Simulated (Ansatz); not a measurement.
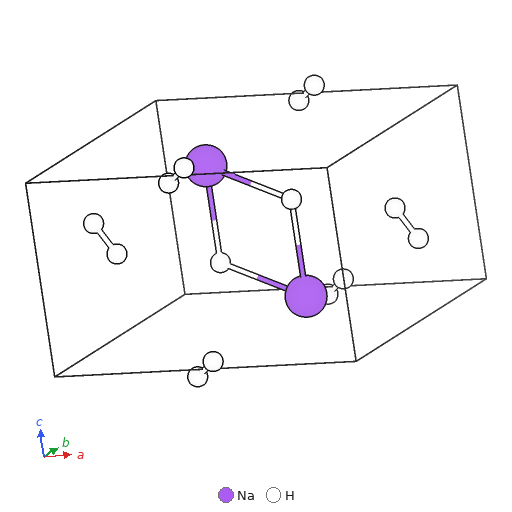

System: NaH₃, space group C2/c (No. 15) (cell built by us, not taken from a database). The picture shows the cell.

Input file:
```
crystal:
  lattice:
    - [6.3452993998, -2.2869553617, -0.0313716655]
    - [6.3452993998, 2.2869553617, -0.0313716655]
    - [-1.5812269186, 0.0, 4.2890243899]
  atoms:
    - { symbol: Na, position: [0.2498862454, 0.7501137546, 0.75] }
    - { symbol: Na, position: [0.7501137546, 0.2498862454, 0.25] }
    - { symbol: H, position: [0.5558786617, 0.942915342, 0.0592855216] }
    - { symbol: H, position: [0.749929496, 0.250070504, 0.75] }
    - { symbol: H, position: [0.057084658, 0.4441213383, 0.4407144784] }
    - { symbol: H, position: [0.942915342, 0.5558786617, 0.5592855216] }
    - { symbol: H, position: [0.4441213383, 0.057084658, 0.9407144784] }
    - { symbol: H, position: [0.250070504, 0.749929496, 0.25] }
basis:
  ecutwfc: 420
kpoints:
  mp_grid: { grid: [6, 6, 6] }
hamiltonian:
  xc: pbe
scf:
  occupations: { method: fixed }
output:
  eigenvalues: true
phonons:
  method: dfpt
  dielectric: true
  rigid_motions: translations
  eigenvectors: true
  qmesh: [2, 2, 2]
  temperatures: { t_max: 1000, t_step: 100 }
  qpath:
    path:
      - [[0.0, 0.0, 0.0], [-0.28702389, 0.28702389, 0.0]]
      - [[-0.71297611, -0.28702389, 0.0], [-0.5, -0.5, 0.0], [0.0, 0.0, 0.0], [-0.5, -0.5, 0.5], [-0.74900746, -0.25099254, 0.5]]
      - [[-0.25099254, 0.25099254, 0.5], [0.0, 0.0, 0.5], [0.0, 0.0, 0.0]]
      - [[-0.5, 0.0, 0.5], [0.0, 0.0, 0.0], [-0.5, 0.0, 0.0]]
    npoints: 8
```

Command:
```bash
ansatz run input.yaml --threads 4 --pin off --max-ram 8192MiB --backend cpu --events-out ev --progress --plain --runs-dir out
```

How it was computed, with Ansatz 0.2.0: harmonic phonon frequencies at the irreducible points of a q mesh with atoms at rest in the given cell, q in fractions of the reciprocal cell vectors, no long-range term at q = 0, imaginary frequencies are negative, the first points where there are many; plane waves with PAW datasets. Level: PBE, no spin polarisation.

- wave cutoff: 420 eV
- k mesh: 6×6×6
- occupations: fixed
- pressure: 0 GPa
- phonon method: linear response
- q mesh: 2×2×2

Describe the result: the phonon frequencies at several wave vectors (in fractions of the reciprocal vectors of the given cell).

Imaginary modes appear at (0 0 0), the softest at 151.4i cm⁻¹, so the structure is dynamically unstable. The highest mode among the wave vectors computed lies at 4279.1 cm⁻¹, at (−0.5 −0.5 0) (at the zone centre itself the field of polar modes is left out).

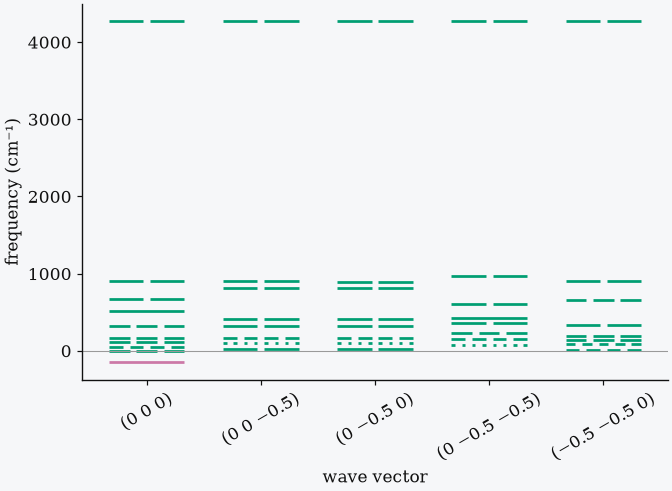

Imaginary frequencies are drawn as negative.

Keep in mind: vibrations at or below zero.
